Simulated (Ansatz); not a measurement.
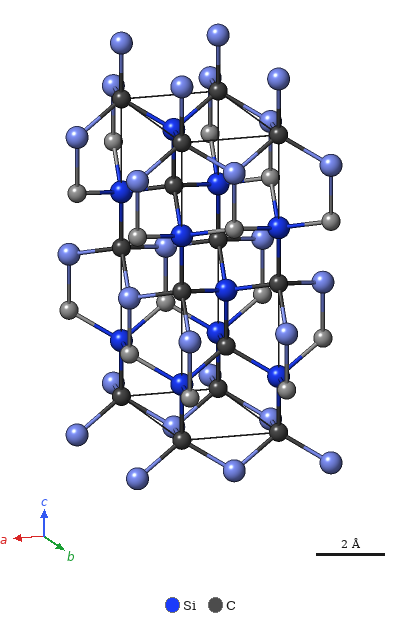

Fig. 1: The structure as given in the input (ball-and-stick view of the cell of the calculation, seen at an oblique angle; neighbours outside the cell are drawn fainter). An atom can appear more than once, as a periodic image. Near neighbours in the periodic cell (some may lie outside the picture): Si has 4 C at 1.79 to 2.01 Å; C has 4 Si at 1.79 to 2.01 Å.

Run report: SiC, single-point calculation

System: SiC (8 atoms in the cell).
Method: DFT PBE, scalar-relativistic, plane waves, PAW, PAW set soft_1, no spin polarisation (Ansatz 0.2.0).

The structure derives from a Materials Project entry. Figures and captions count atoms from 1; the log counts them from 0 in places.

### Log
```
Engine: ansatz 0.2.0, x86_64-unknown-linux-gnu
Pseudopotentials: kind: paw
Pseudopotential: Si, paw, valence charge 4, recommended cutoff 420 eV (normal), [file]
Pseudopotential: C, paw, valence charge 4, recommended cutoff 420 eV (normal), [file]
Functional definition: PBE
  parameter kappa = 0.804
  parameter beta = 0.06672455060314922
  exchange = pbe_x(kappa = kappa, mu = beta*pi^2/3)
  correlation = pbe_c(beta = beta)
Crystal: 8 atoms, lattice volume = 76.507 Å³
Basis set: ecut = 520 eV, 2091 PW (Γ), exchange–correlation on 48×48×160 points (8 copies of the dense FFT grid, shifted against one another)
Bands: 24, of which v1, the nominal top of the filled ones, is band 16 counted from 1 (15 counted from 0)
Symmetry: 12 space group operations
Space group: P63mc (ITA 186), of the structure as read, at distance tolerance 4.2e-5 Å
k-points: 57 of 576 (time reversal used)
Non-local potential: Si, projectors of the file, l = 0: 2, l = 1: 2, l = 2: 1
Non-local potential: C, projectors of the file, l = 0: 2, l = 1: 2, l = 2: 1
PAW form: soft (Blöchl's): semilocal exchange-correlation on the pseudo side does not see the compensation charge
PAW one-centre angular grid: Si, 110 points (default); XC on 64 Gauss nodes
PAW one-centre angular grid: C, 110 points (default); XC on 64 Gauss nodes
Initial density: superposition of atomic densities (chi_scale 0.1, normalization cell, long waves kept (reshape's long-wave potential 0.00 eV rms))
Initial wavefunctions: pseudopotential atomic-orbital guess
Functional: x = pbe(κ = 0.804, μ = 0.2195149727645171), c = pbe(β = 0.06672455060314922)
SCF iter   1: F=—  HF=-3553.976869 eV  |F-HF|=—  |Δ(HF+E_count)|=         —  Δρ=1.58e-1  dr2=2.27e1  ethr=3.10e-3  ⟨swp⟩=6.9  Hψ=7926  notcnv=0
preconditioner: auto → none  [insulator: Δε(μ)=3.662 eV  Ē_g=13.314 eV  σ=0.050 eV  W_gap=1.00  n_scr=8 (ndim 8)  ℏωp=24.0 eV  f_vac=0.000  D(μ)=0.00/eV (n_scr^D=0)  ε∞_Penn≈4.3]
SCF iter   2: F=—  HF=-3546.726485 eV  |F-HF|=—  |Δ(HF+E_count)|=    7.25e0  Δρ=3.86e-2  dr2=8.45e-1  ethr=3.10e-3  ⟨swp⟩=4.2  Hψ=3734  notcnv=0  defer=151
SCF iter   3: F=—  HF=-3546.561010 eV  |F-HF|=—  |Δ(HF+E_count)|=   1.65e-1  Δρ=1.30e-2  dr2=6.23e-2  ethr=2.64e-3  ⟨swp⟩=3.1  Hψ=2647  notcnv=0  defer=151
SCF iter   4: F=—  HF=-3546.560456 eV  |F-HF|=—  |Δ(HF+E_count)|=   5.53e-4  Δρ=8.76e-4  dr2=3.65e-4  ethr=1.95e-4  ⟨swp⟩=2.0  Hψ=1533  notcnv=0  defer=151
SCF iter   5: F=—  HF=-3546.560616 eV  |F-HF|=—  |Δ(HF+E_count)|=   1.60e-4  Δρ=2.16e-4  dr2=1.42e-5  ethr=1.14e-6  ⟨swp⟩=2.1  Hψ=2135  notcnv=0  defer=151
SCF iter   6: F=—  HF=-3546.560631 eV  |F-HF|=—  |Δ(HF+E_count)|=   1.47e-5  Δρ=3.46e-5  dr2=3.83e-6  ethr=4.42e-8  ⟨swp⟩=2.0  Hψ=2202  notcnv=0  defer=151
SCF iter   7: F=—  HF=-3546.560630 eV  |F-HF|=—  |Δ(HF+E_count)|=   9.18e-7  Δρ=1.38e-5  dr2=4.97e-7  ethr=1.20e-8  ⟨swp⟩=2.0  Hψ=1781  notcnv=0  defer=151
SCF iter   8: F=-3546.560630 eV  HF=-3546.560630 eV  |F-HF|=2.98e-9  |Δ(HF+E_count)|=   1.20e-7  Δρ=3.56e-6  dr2=1.25e-8  ethr=3.13e-10  ⟨swp⟩=18.8  Hψ=11920  notcnv=0
SCF 1 converged in 8 iterations: F = -3546.560630 eV  dr2 = 1.25e-8
  greatest PAW one-centre occupation: 0.661 electrons in one spin orbital (limit 2), on the C atom at site 5 (counted from 0), in its partial waves of l = 0
SCF converged after 8 iterations
Free energy (F): -3546.560630 eV
Harris-Foulkes:  -3546.560630 eV  (|F-HF|=2.98e-9)
Internal energy: -3546.560630 eV  (E = F + TS)
E sigma→0 (E₀):  -3546.560630 eV
Fermi energy:    11.581490 eV
--- Per-component energies (eV) ---
  E_band       = 140.845077
  E_kinetic    = 552.944653
  E_local      = -372.101166  (includes V_loc(G=0)·N_el)
  E_nonlocal   = 185.721679
  E_hartree    = 128.165192
  E_xc         = -428.980120
  E_vxc        = -442.877170  (∫ρ·V_xc dr)
  E_paw        = -2448.229781  (= ΣΔE_a)
  E_vpaw       = -39.172949  (= ΣTr[D̂ρ^β])
  E_aug_tail   = 0.000049  (compensation charges beyond the density's cutoff)
  E_ewald      = -1164.081136
  E_smearing   = -0.000000  (= −TS)
  E_closure    = -0.000000  (closes the sum)
  Σ components = -3546.560630   (vs F -3546.560630, Δ=0.00e0)
--- Forces (eV/Å), atoms counted from 1 ---
  atom   1  Si     0.00000000    -0.00000000    -1.07924421
  atom   2  Si     0.00000000     0.00000000    -1.07924421
  atom   3  Si     0.00000000     0.00000000    -1.19283714
  atom   4  Si     0.00000000    -0.00000000    -1.19283714
  atom   5  C      0.00000000    -0.00000000     1.18625838
  atom   6  C      0.00000000     0.00000000     1.18625838
  atom   7  C      0.00000000    -0.00000000     1.08578648
  atom   8  C     -0.00000000     0.00000000     1.08578648
  max |Σ_I F_I| component: 7.30e-5 eV/Å
--- Stress (GPa, compression-positive) ---
       55.046107       0.000000       0.000000
        0.000000      55.046107       0.000000
        0.000000       0.000000     -22.232834
  P = ⅓ Tr σ = 29.2865 GPa (292.865 kbar)
--- Band table (eV; the first three rows and the last of 57) ---
  k-point 0: bands = ["-5.5982", "-4.5799", "-4.5780", "-2.7412", "1.3246", "5.0490", "5.0675", "9.7724", "10.1481", "10.1481", "10.4461", "10.4461", "10.5292", "10.5292", "10.8737", "10.8737", "14.5447", "18.2002", "18.3700", "18.5538", "19.1260", "19.1260", "19.2225", "19.2225"]
  k-point 1: bands = ["-5.5323", "-5.0150", "-4.0498", "-2.9650", "1.6702", "3.7147", "6.4954", "9.1941", "10.1722", "10.1722", "10.3478", "10.3478", "10.6342", "10.6342", "10.8427", "10.8427", "15.1089", "17.5304", "18.3975", "18.5488", "19.1537", "19.1537", "19.2282", "19.2282"]
  k-point 2: bands = ["-5.3363", "-5.3363", "-3.4748", "-3.4748", "2.5431", "2.5431", "7.9371", "7.9371", "10.2419", "10.2419", "10.2419", "10.2419", "10.7564", "10.7564", "10.7564", "10.7564", "16.3012", "16.3012", "18.4700", "18.4700", "19.2078", "19.2078", "19.2078", "19.2078"]
  k-point 56: bands = ["-0.2392", "-0.2392", "-0.2067", "-0.2067", "3.1129", "3.1129", "3.4169", "3.4169", "4.3323", "4.3323", "5.0316", "5.0316", "7.5909", "7.5909", "7.7073", "7.7073", "13.3048", "13.3048", "16.4737", "16.4737", "16.7255", "16.7255", "18.1955", "18.1955"]
```

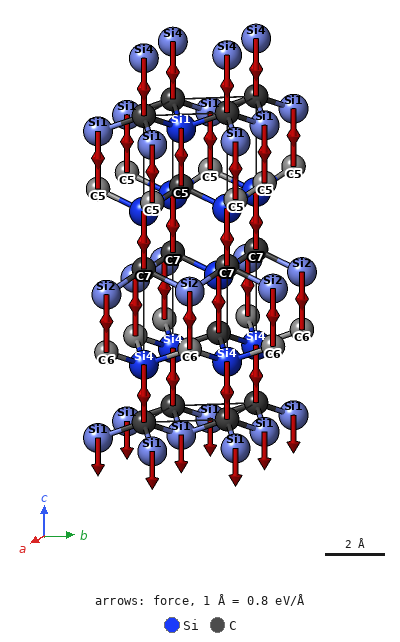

Fig. 2: Forces on the atoms as red arrows (ball-and-stick view of the cell of the calculation, seen slightly off an axis; neighbours outside the cell are drawn fainter; atoms are numbered from 1 in the order of the input). The largest act on Si3, Si4 (1.19 eV/Å); C5, C6 (1.19 eV/Å); C7, C8 (1.09 eV/Å); Si1, Si2 (1.08 eV/Å). The geometry is not a stationary point of this energy.

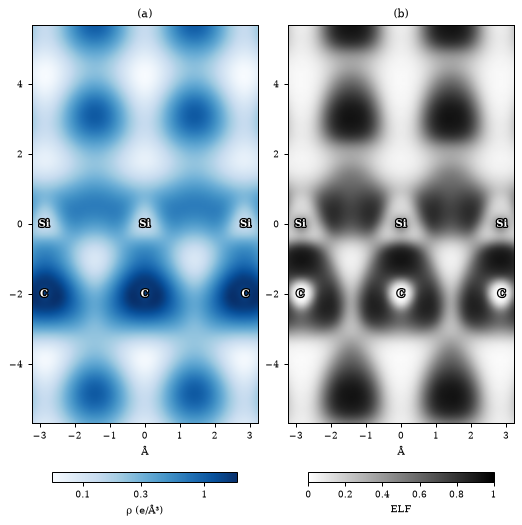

Fig. 3: (a) valence pseudo-density; (b) electron localisation function on the (100) plane of the conventional cell. Atoms in the plane: Si and C. Si–C (2.01 Å): ρ is about 0.72 e/Å³ halfway; the ELF peaks at about 0.90 between the atoms, which marks localised, shared-pair bonding. Away from the nuclei the density in this plane falls to 0.06 e/Å³ at its lowest. Core electrons are frozen (PAW), so the fields are smoothed inside the atomic spheres.

This output came from the following input.

### Input
```yaml
crystal:
  lattice:
    - [2.8775, 0.0, 0.0]
    - [-1.43875, 2.4919880994, 0.0]
    - [0.0, 0.0, 10.6694]
  atoms:
    - { symbol: Si, position: [0.6666666667, 0.3333333333, 0.9378436843] }
    - { symbol: Si, position: [0.3333333333, 0.6666666667, 0.4378436843] }
    - { symbol: Si, position: [0.0, 0.0, 0.6878989045] }
    - { symbol: Si, position: [0.0, 0.0, 0.1878989045] }
    - { symbol: C, position: [0.6666666667, 0.3333333333, 0.7498087506] }
    - { symbol: C, position: [0.3333333333, 0.6666666667, 0.2498087506] }
    - { symbol: C, position: [0.0, 0.0, 0.5004476606] }
    - { symbol: C, position: [0.0, 0.0, 0.0004476606] }
basis:
  ecutwfc: 520.0
kpoints:
  mp_grid: { grid: [12, 12, 4] }
hamiltonian:
  xc: pbe
  pseudopotentials: { kind: paw, azcp: { folder: soft_1 } }
scf:
  occupations: { method: gaussian, width: 0.05 }
output:
  forces: true
  stress: true
  eigenvalues: true
  write_density: true
  write_potential: true
  elf: true
  volumetric_format: npy
```

Command:
```bash
ansatz run input.yaml --threads 2 --pin off --max-ram 4096MiB --backend cpu --events-out ev --progress --plain --runs-dir out
```

### Results in brief

```tsv
quantity	value
outcome	converged
space group (tolerance 0.01 Å)	P6₃mc (186)
electrons treated	32
free energy	−3546.5606 eV
Fermi energy	11.581 eV
gap on the k-point mesh	1.42 eV
pressure	29.29 GPa
largest force (length of the vector)	1.193 eV/Å
hardware	2 threads of Intel Xeon (Sapphire Rapids), 192 GiB of memory available, shared host
wall time	5.8 s (CPU time 11 s)
peak memory	0.46 GiB
```
